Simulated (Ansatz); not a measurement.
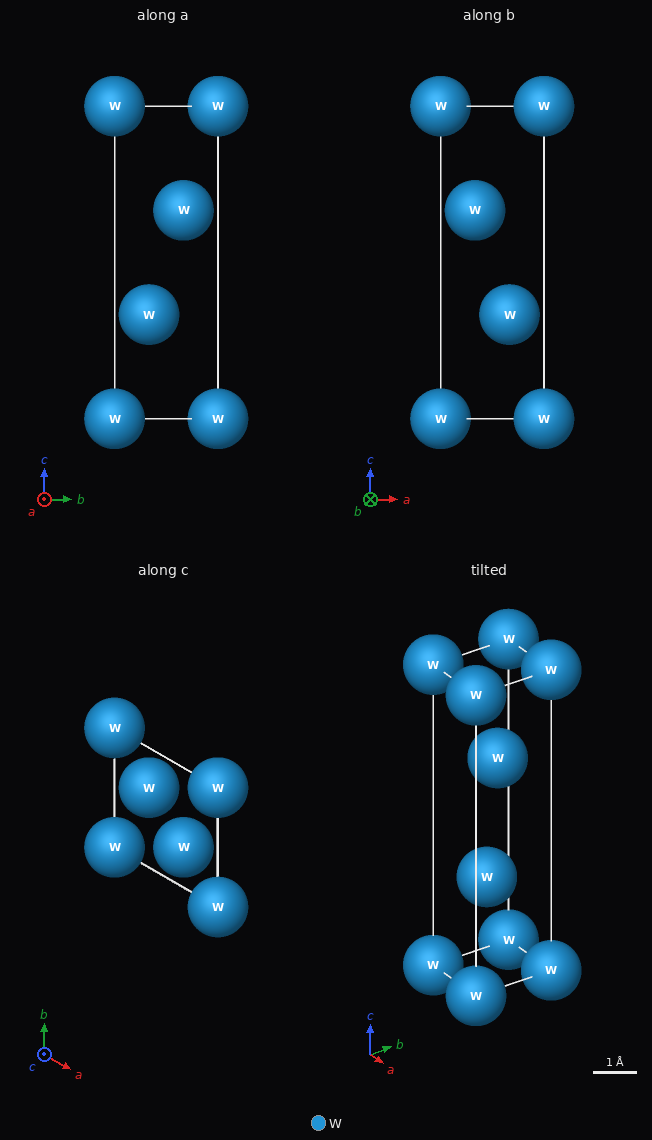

Structure drawing (spheres-only), viewed along the a axis, along the b axis, along the c axis and slightly off an axis. The frame is the conventional unit cell; atoms at its boundary are shown with their periodic copies.

Lattice parameters: a = 2.795 Å, b = 2.795 Å, c = 7.316 Å, α = 90.00°, β = 90.00°, γ = 120.00°.

### Record the structure as a table of Wyckoff sites.

Space group R-3m:H (No. 166).
| atom | site | x | y | z |
| --- | --- | --- | --- | --- |
| W | 3a | 0.0000 | 0.0000 | 0.0000 |

The initial geometry was a structure type filled with this element by a generator (whether the element takes this form wasn't checked). Earlier steps of the study may have refined or changed the cell and positions. It was run through Ansatz as a DFT input.
